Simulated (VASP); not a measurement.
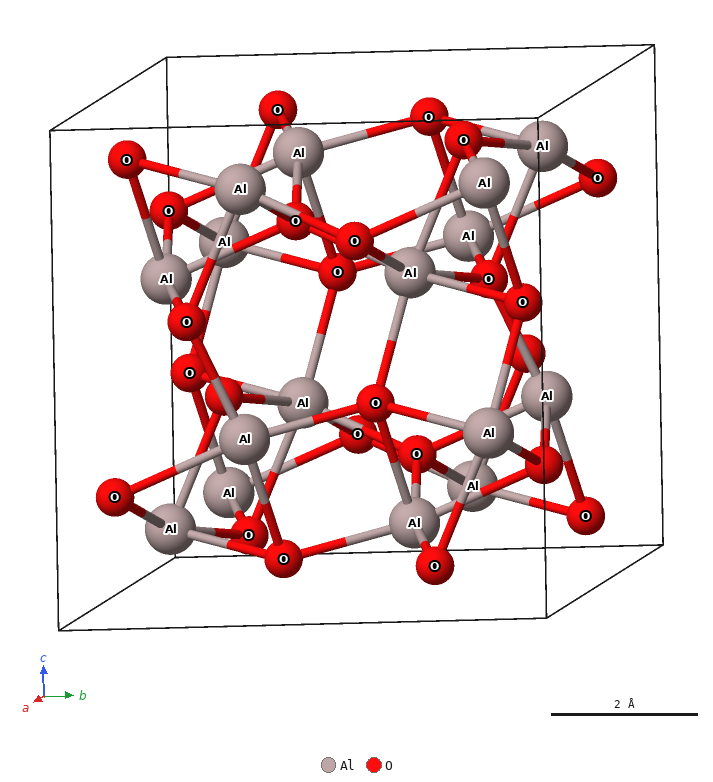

The structure (ball-and-stick view of the cell of the calculation, seen slightly off an axis). Near neighbours in the crystal (not all of them lie inside the picture): Al has 6 O at 1.87 to 1.99 Å; O has 4 Al at 1.87 to 1.99 Å.

Efg calculation, with input and output: Al₂O₃ (part 1 of 3)

- system: Al₂O₃ (R-3c, 40 atoms in the cell)
- method: Kohn-Sham DFT of a periodic cell, PBE, VASP PAW PBE potentials, recommended, no spin polarisation (VASP 6.6.1)

The structure derives from a Materials Project entry. It belongs to a series of runs on one base structure; here: core holes.

## OSZICAR
```
N       E                     dE             d eps       ncg     rms          rms(c)
DAV:   1     0.104249151257E+04    0.10425E+04   -0.10228E+05  1472   0.150E+03
DAV:   2    -0.262561734448E+03   -0.13051E+04   -0.12757E+04  1764   0.323E+02
DAV:   3    -0.330399568512E+03   -0.67838E+02   -0.67540E+02  1744   0.787E+01
DAV:   4    -0.331163081465E+03   -0.76351E+00   -0.76135E+00  1760   0.913E+00
DAV:   5    -0.331175635829E+03   -0.12554E-01   -0.12544E-01  1712   0.113E+00    0.348E+01
RMM:   6    -0.298388129983E+03    0.32788E+02   -0.13147E+02  1552   0.296E+01    0.104E+01
RMM:   7    -0.299148824119E+03   -0.76069E+00   -0.11167E+01  1722   0.802E+00    0.690E+00
RMM:   8    -0.299243357750E+03   -0.94534E-01   -0.10161E+00  1698   0.391E+00    0.851E-01
RMM:   9    -0.299252150793E+03   -0.87930E-02   -0.17734E-01  1753   0.117E+00    0.530E-01
RMM:  10    -0.299275073577E+03   -0.22923E-01   -0.19077E-01  1750   0.117E+00    0.874E-01
RMM:  11    -0.299258739754E+03    0.16334E-01   -0.43172E-02  1730   0.600E-01    0.189E-01
RMM:  12    -0.299259087699E+03   -0.34795E-03   -0.12680E-02  1757   0.329E-01    0.647E-02
RMM:  13    -0.299259093724E+03   -0.60248E-05   -0.83652E-04  1767   0.884E-02    0.312E-02
RMM:  14    -0.299259184064E+03   -0.90339E-04   -0.39236E-04  1766   0.503E-02    0.612E-02
RMM:  15    -0.299259100176E+03    0.83888E-04   -0.20403E-04  1750   0.384E-02    0.223E-02
RMM:  16    -0.299259098008E+03    0.21677E-05   -0.56620E-05  1763   0.213E-02    0.692E-03
RMM:  17    -0.299259098667E+03   -0.65898E-06   -0.10259E-05  1770   0.866E-03    0.251E-03
RMM:  18    -0.299259098974E+03   -0.30679E-06   -0.29265E-06  1773   0.451E-03    0.920E-04
RMM:  19    -0.299259099065E+03   -0.91450E-07   -0.72887E-07  1770   0.227E-03    0.176E-03
RMM:  20    -0.299259098996E+03    0.69464E-07   -0.10766E-07  1635   0.817E-04    0.134E-03
RMM:  21    -0.299259098867E+03    0.12852E-06   -0.12239E-07  1735   0.960E-04    0.360E-04
RMM:  22    -0.299259098859E+03    0.81291E-08   -0.11310E-08  1180   0.306E-04
   1 F= -.29925910E+03 E0= -.29925910E+03  d E =-.508014E-55
```

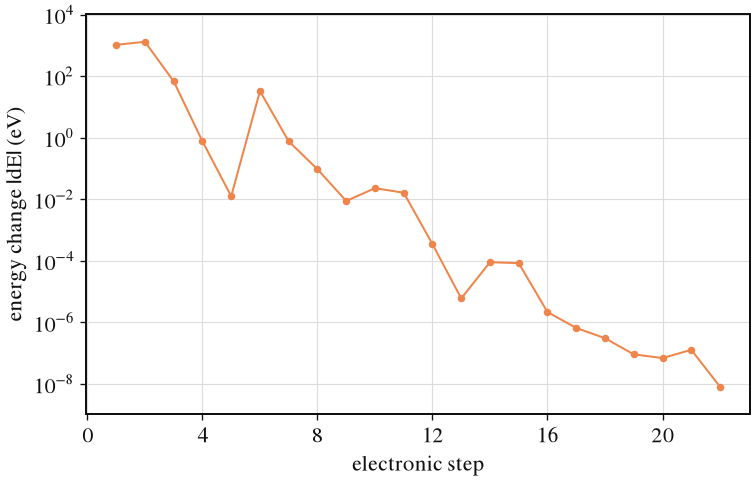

Convergence of the self-consistent field: energy change |dE| against the electronic step. It takes 22 electronic steps. The density is held fixed in the first few steps, and dE rises again when its update begins.

## Parts of OUTCAR
```
PREC = Accurate
   ENCUT = 520
   EDIFF = 1E-8
   ISMEAR = 0
   LREAL = Auto
   LASPH = True
   NELM = 100
   ISIF = 2
   GGA = PE

 ion  position               nearest neighbor table
   1  0.648  0.648  0.648-  21 1.87  37 1.87  33 1.87  19 1.99  28 1.99  30 1.99   5 2.68  15 2.82
                            16 2.82  14 2.82   8 3.25   7 3.25   6 3.25
   2  0.148  0.148  0.648-  22 1.87  38 1.87  34 1.87  20 1.99  27 1.99  29 1.99   6 2.68  15 2.82
                            16 2.82  13 2.82   8 3.25   7 3.25   5 3.25
   3  0.148  0.648  0.148-  23 1.87  39 1.87  35 1.87  17 1.99  26 1.99  32 1.99   7 2.68  13 2.82
                            14 2.82  16 2.82   5 3.25   6 3.25   8 3.25
   4  0.648  0.148  0.148-  24 1.87  40 1.87  36 1.87  18 1.99  25 1.99  31 1.99   8 2.68  13 2.82
                            14 2.82  15 2.82   5 3.25   6 3.25   7 3.25
   5  0.852  0.852  0.852-  36 1.87  38 1.87  23 1.87  19 1.99  28 1.99  30 1.99   1 2.68  11 2.82
                            12 2.82  10 2.82   4 3.25   3 3.25   2 3.25
   6  0.352  0.352  0.852-  35 1.87  37 1.87  24 1.87  20 1.99  27 1.99  29 1.99   2 2.68  11 2.82
                            12 2.82   9 2.82   4 3.25   3 3.25   1 3.25
   7  0.352  0.852  0.352-  34 1.87  40 1.87  21 1.87  17 1.99  26 1.99  32 1.99   3 2.68   9 2.82
                            10 2.82  12 2.82   1 3.25   2 3.25   4 3.25
   8  0.852  0.352  0.352-  33 1.87  39 1.87  22 1.87  18 1.99  25 1.99  31 1.99   4 2.68   9 2.82
                            10 2.82  11 2.82   1 3.25   2 3.25   3 3.25
   9  0.148  0.148  0.148-  32 1.87  18 1.87  27 1.87  39 1.99  34 1.99  24 1.99  13 2.68   8 2.82
                             7 2.82   6 2.82  15 3.25  16 3.25  14 3.25
  10  0.648  0.648  0.148-  31 1.87  17 1.87  28 1.87  40 1.99  33 1.99  23 1.99  14 2.68   8 2.82
                             7 2.82   5 2.82  15 3.25  16 3.25  13 3.25
  11  0.648  0.148  0.648-  30 1.87  20 1.87  25 1.87  37 1.99  36 1.99  22 1.99  15 2.68   6 2.82
                             5 2.82   8 2.82  14 3.25  13 3.25  16 3.25
  12  0.148  0.648  0.648-  29 1.87  19 1.87  26 1.87  38 1.99  35 1.99  21 1.99  16 2.68   6 2.82
                             5 2.82   7 2.82  14 3.25  13 3.25  15 3.25
  13  0.352  0.352  0.352-  25 1.87  17 1.87  29 1.87  39 1.99  34 1.99  24 1.99   9 2.68   4 2.82
                             3 2.82   2 2.82  11 3.25  12 3.25  10 3.25
  14  0.852  0.852  0.352-  26 1.87  18 1.87  30 1.87  40 1.99  33 1.99  23 1.99  10 2.68   4 2.82
                             3 2.82   1 2.82  11 3.25  12 3.25   9 3.25
  15  0.852  0.352  0.852-  27 1.87  19 1.87  31 1.87  37 1.99  36 1.99  22 1.99  11 2.68   2 2.82
                             1 2.82   4 2.82  10 3.25   9 3.25  12 3.25
  16  0.352  0.852  0.852-  28 1.87  20 1.87  32 1.87  38 1.99  35 1.99  21 1.99  12 2.68   2 2.82
                             1 2.82   3 2.82  10 3.25   9 3.25  11 3.25
  17  0.403  0.597  0.250-  10 1.87  13 1.87   3 1.99   7 1.99
  18  0.903  0.097  0.250-   9 1.87  14 1.87   4 1.99   8 1.99
  19  0.903  0.597  0.750-  12 1.87  15 1.87   1 1.99   5 1.99
  20  0.403  0.097  0.750-  11 1.87  16 1.87   2 1.99   6 1.99
  21  0.403  0.750  0.597-   1 1.87   7 1.87  12 1.99  16 1.99
  22  0.903  0.250  0.597-   2 1.87   8 1.87  11 1.99  15 1.99
  23  0.903  0.750  0.097-   3 1.87   5 1.87  10 1.99  14 1.99
  24  0.403  0.250  0.097-   4 1.87   6 1.87   9 1.99  13 1.99
  25  0.597  0.250  0.403-  13 1.87  11 1.87   4 1.99   8 1.99
  26  0.097  0.750  0.403-  14 1.87  12 1.87   3 1.99   7 1.99
  27  0.097  0.250  0.903-  15 1.87   9 1.87   2 1.99   6 1.99
  28  0.597  0.750  0.903-  16 1.87  10 1.87   1 1.99   5 1.99
  29  0.250  0.403  0.597-  12 1.87  13 1.87   2 1.99   6 1.99
  30  0.750  0.903  0.597-  11 1.87  14 1.87   1 1.99   5 1.99
  31  0.750  0.403  0.097-  10 1.87  15 1.87   4 1.99   8 1.99
  32  0.250  0.903  0.097-   9 1.87  16 1.87   3 1.99   7 1.99
  33  0.750  0.597  0.403-   8 1.87   1 1.87  10 1.99  14 1.99
  34  0.250  0.097  0.403-   7 1.87   2 1.87   9 1.99  13 1.99
  35  0.250  0.597  0.903-   6 1.87   3 1.87  12 1.99  16 1.99
  36  0.750  0.097  0.903-   5 1.87   4 1.87  11 1.99  15 1.99
  37  0.597  0.403  0.750-   1 1.87   6 1.87  11 1.99  15 1.99
  38  0.097  0.903  0.750-   2 1.87   5 1.87  12 1.99  16 1.99
  39  0.097  0.403  0.250-   3 1.87   8 1.87   9 1.99  13 1.99
  40  0.597  0.903  0.250-   4 1.87   7 1.87  10 1.99  14 1.99

  LATTYP: Found a trigonal (rhomboedric) cell.
 ALAT       =     7.0639581159
 COS(alpha) =     0.0746085784

  Lattice vectors:

 A1 = (  -4.8050272208,  -2.7741837594,   4.3720844159)
 A2 = (   4.8050272208,  -2.7741837594,   4.3720844159)
 A3 = (   0.0000000000,   5.5483675188,   4.3720844159)

Analysis of symmetry for initial positions (statically):
=====================================================================
 Subroutine PRICEL returns following result:

  LATTYP: Found a trigonal (rhomboedric) cell.
 ALAT       =     5.1779549699
 COS(alpha) =     0.5694286086

  Lattice vectors:

 A1 = (   0.0000000000,  -2.7741837594,   4.3720844159)
 A2 = (   2.4025136104,   1.3870918797,   4.3720844159)
 A3 = (  -2.4025136104,   1.3870918797,   4.3720844159)

   4 primitive cells build up your supercell.

 Routine SETGRP: Setting up the symmetry group for a
 trigonal (rhombohedral) supercell.

 Subroutine GETGRP returns: Found 12 space group operations
 (whereof  6 operations were pure point group operations)
 out of a pool of 12 trial point group operations.

The static configuration has the point symmetry S_6 .
 The point group associated with its full space group is D_3d.

Analysis of symmetry for dynamics (positions and initial velocities):
=====================================================================
 Subroutine PRICEL returns following result:

  LATTYP: Found a trigonal (rhomboedric) cell.
 ALAT       =     5.1779549699
 COS(alpha) =     0.5694286086

  Lattice vectors:

 A1 = (   0.0000000000,  -2.7741837594,   4.3720844159)
 A2 = (   2.4025136104,   1.3870918797,   4.3720844159)
 A3 = (  -2.4025136104,   1.3870918797,   4.3720844159)

   4 primitive cells build up your supercell.

 Routine SETGRP: Setting up the symmetry group for a
 trigonal (rhombohedral) supercell.

 Subroutine GETGRP returns: Found 12 space group operations
 (whereof  6 operations were pure point group operations)
 out of a pool of 12 trial point group operations.

The dynamic configuration has the point symmetry S_6 .
 The point group associated with its full space group is D_3d.

 Subroutine INISYM returns: Found 12 space group operations
 (whereof  6 operations are pure point group operations),
 and found     4 'primitive' translations

----------------------------------------------------------------------------------------

                                     Primitive cell

  volume of cell :      87.4200

  direct lattice vectors                    reciprocal lattice vectors
     0.000000000 -2.774183759  4.372084416     0.000000000 -0.240310925  0.076241285
     2.402513610  1.387091880  4.372084416     0.208115366  0.120155463  0.076241285
    -2.402513610  1.387091880  4.372084416    -0.208115366  0.120155463  0.076241285

  length of vectors
     5.177954970  5.177954970  5.177954970     0.252115201  0.252115201  0.252115201

  position of ions in fractional coordinates (direct lattice)
     0.647904000  0.647904000  0.647904000
     0.852096000  0.852096000  0.852096000
     0.147904000  0.147904000  0.147904000
     0.352096000  0.352096000  0.352096000
     0.750000000  0.443854500  0.056145500
     0.556145500  0.943854500  0.250000000
     0.443854500  0.056145500  0.750000000
     0.056145500  0.750000000  0.443854500
     0.943854500  0.250000000  0.556145500
     0.250000000  0.556145500  0.943854500

  ion indices of the primitive-cell ions
   primitive index   ion index
                 1           1
                 2           5
                 3          12
                 4          16
                 5          19
                 6          21
                 7          28
                 8          30
                 9          33
                10          37

----------------------------------------------------------------------------------------

 KPOINTS: regular mesh

Automatic generation of k-mesh.
 Grid dimensions read from file:
 generate k-points for:    3    3    3

 Generating k-lattice:

  Cartesian coordinates                     Fractional coordinates (reciprocal lattice)
    -0.034685894 -0.020025910  0.025413762     0.333333333 -0.000000000  0.000000000
     0.034685894 -0.020025910  0.025413762    -0.000000000  0.333333333  0.000000000
     0.000000000  0.040051821  0.025413762     0.000000000  0.000000000  0.333333333

  Length of vectors
     0.047434245  0.047434245  0.047434245

  Shift w.r.t. Gamma in fractional coordinates (k-lattice)
     0.000000000  0.000000000  0.000000000

 Subroutine IBZKPT returns following result:
 ===========================================

 Found      6 irreducible k-points:

 Following reciprocal coordinates:
            Coordinates               Weight
  0.000000  0.000000  0.000000      1.000000
  0.333333 -0.000000 -0.000000      6.000000
  0.333333  0.333333 -0.000000      6.000000
 -0.333333  0.333333  0.000000      6.000000
  0.333333  0.333333  0.333333      2.000000
 -0.333333  0.333333  0.333333      6.000000
   k-points           NKPTS =      6   k-points in BZ     NKDIM =      6   number of bands    NBANDS=    122
   number of dos      NEDOS =    301   number of ions     NIONS =     40
   total plane-waves  NPLWV = 157464
   dimension x,y,z NGX =    54 NGY =   54 NGZ =   54
   dimension x,y,z NGXF=   108 NGYF=  108 NGZF=  108
   ions per type =              16  24
   NGX,Y,Z   is equivalent  to a cutoff of  12.71, 12.71, 12.71 a.u.
   NGXF,Y,Z  is equivalent  to a cutoff of  25.42, 25.42, 25.42 a.u.
 SYSTEM =  unknown system
   PREC   = accura    normal or accurate (medium, high low for compatibility)
   ISTART =      0    job   : 0-new  1-cont  2-samecut
   ICHARG =      2    charge: 1-file 2-atom 10-const
   ISPIN  =      1    spin polarized calculation?
   LNONCOLLINEAR =      F non collinear calculations
   LSORBIT =      F    spin-orbit coupling
   LASPH  =      T    aspherical Exc in radial PAW
   ENCUT  =  520.0 eV  38.22 Ry    6.18 a.u.  13.13 13.13 13.13*2*pi/ulx,y,z
   NELM   =    100;   NELMIN=  2; NELMDL= -5     # of ELM steps
   EDIFF  = 0.1E-07   stopping-criterion for ELM
   LREAL  =      T    real-space projection
   EDIFFG = 0.1E-06   stopping-criterion for IOM
   NSW    =      0    number of steps for IOM
   IBRION =     -1    ionic relax: 0-MD 1-quasi-New 2-CG
   NFREE  =      0    steps in history (QN), initial steepest desc. (CG)
   ISIF   =      2    stress and relaxation
   ISYM   =      2    0-nonsym 1-usesym 2-fastsym
   POTIM  = 0.5000    time-step for ionic-motion
   TEBEG  =    0.0;   TEEND  =   0.0 temperature during run
   PSTRESS=    0.0 pullay stress
   NELECT =     192.0000    total number of electrons
   NUPDOWN=      -1.0000    fix difference up-down
   EMIN   =  10.00;   EMAX   =-10.00  energy-range for DOS
   EFERMI =   0.00;   METHOD = LEGACY
   ISMEAR =     0;   SIGMA  =   0.01  broadening in eV -4-tet -1-fermi 0-gaus
   EFERMI_NEDOS =   21; number of points for ismear=-14 and -15
   IALGO  =     68    algorithm
   IMIX   =      4    mixing-type and parameters
     AMIX     =   0.40;   BMIX     =  1.00
     AMIX_MAG =   1.60;   BMIX_MAG =  1.00
  volume/ion in A,a.u.               =       8.74        58.99
  Fermi-wavevector in a.u.,A,eV,Ry     =   1.340556  2.533283 24.450898  1.797090
  Thomas-Fermi vector in A             =   2.468859
   LORBIT       =      0    0 simple, 1 ext, 2 COOP (PROOUT), +10 PAW based schemes
   GGA     = PE    functional components
   LHFCALC =     F    Hartree Fock is set to
   AEXX    =    0.0000 exact exchange contribution
   IVDW    =     0    specifies the selected vdW correction
   LEPSILON=     F    determine dielectric tensor
   LRPA    =     F    only Hartree local field effects (RPA)
 non-spin polarized calculation
 RMM-DIIS sequential band-by-band and
 Gauss-broadening in eV      SIGMA  =   0.01
  energy-cutoff  :      520.00
  volume of cell :      349.68
 maximum number of plane-waves:      9448
 NGX is ok and might be reduce to    54
   NGX = 27   NGY = 27   NGZ = 27

 number of electron     191.9999932 magnetization

 Free energy of the ion-electron system (eV)
  ---------------------------------------------------
  ext. energy  EPLUGINS =         0.00000000
  ---------------------------------------------------
  free energy    TOTEN  =      -299.25909886 eV

  energy without entropy =     -299.25909886  energy(sigma->0) =     -299.25909886

 E-fermi :   5.9295     XC(G=0): -11.5481     alpha+bet :-16.3709

 val. band max:        5.8204745329   @ k =   0.0000   0.0000   0.0000
 cond. band min:      11.6962980779   @ k =   0.0000   0.0000   0.0000
 fundamental gap:      5.8758235450
 Fermi energy:         5.9294910706

 k-point     1 :       0.0000    0.0000    0.0000
  band No.  band energies     occupation
      1     -13.2070      2.00000
      2     -12.0893      2.00000
      3     -12.0893      2.00000
      4     -12.0893      2.00000
      5     -11.4466      2.00000
      6     -11.4466      2.00000
      7     -11.4466      2.00000
      8     -11.2442      2.00000
      9     -11.2442      2.00000
     10     -11.2442      2.00000
     11     -11.0638      2.00000
     12     -11.0638      2.00000
     13     -11.0638      2.00000
     14     -10.9796      2.00000
     15     -10.8297      2.00000
     16     -10.8297      2.00000
     17     -10.8297      2.00000
     18     -10.7140      2.00000
     19     -10.7140      2.00000
     20     -10.4064      2.00000
     21     -10.4064      2.00000
     22     -10.3625      2.00000
     23     -10.3625      2.00000
     24     -10.3625      2.00000
     25      -0.9380      2.00000
     26      -0.1972      2.00000
     27      -0.1972      2.00000
     28      -0.1972      2.00000
     29       0.0262      2.00000
     30       0.2324      2.00000
     31       0.2324      2.00000
     32       0.2324      2.00000
     33       0.4244      2.00000
     34       0.4244      2.00000
     35       1.2249      2.00000
     36       1.2249      2.00000
     37       1.2249      2.00000
     38       1.3000      2.00000
     39       1.3000      2.00000
     40       1.3000      2.00000
     41       1.5147      2.00000
     42       1.6494      2.00000
     43       1.6494      2.00000
     44       1.7427      2.00000
     45       1.7427      2.00000
     46       1.7427      2.00000
     47       1.9632      2.00000
     48       1.9632      2.00000
     49       1.9632      2.00000
     50       2.1429      2.00000
     51       2.1429      2.00000
     52       2.1429      2.00000
     53       2.6340      2.00000
     54       2.6527      2.00000
     55       2.6527      2.00000
     56       2.6527      2.00000
     57       2.9211      2.00000
     58       3.3573      2.00000
     59       3.3573      2.00000
     60       3.3573      2.00000
     61       3.5762      2.00000
     62       3.5762      2.00000
     63       3.5762      2.00000
     64       4.1332      2.00000
     65       4.1332      2.00000
     66       4.1332      2.00000
     67       4.3500      2.00000
     68       4.3500      2.00000
     69       4.3500      2.00000
     70       4.4452      2.00000
     71       4.4452      2.00000
     72       4.5139      2.00000
     73       4.5139      2.00000
     74       4.5139      2.00000
     75       4.5711      2.00000
     76       4.5711      2.00000
     77       4.5711      2.00000
     78       4.5859      2.00000
     79       4.5859      2.00000
     80       4.8541      2.00000
     81       4.8541      2.00000
     82       4.8541      2.00000
     83       4.9492      2.00000
     84       4.9492      2.00000
```
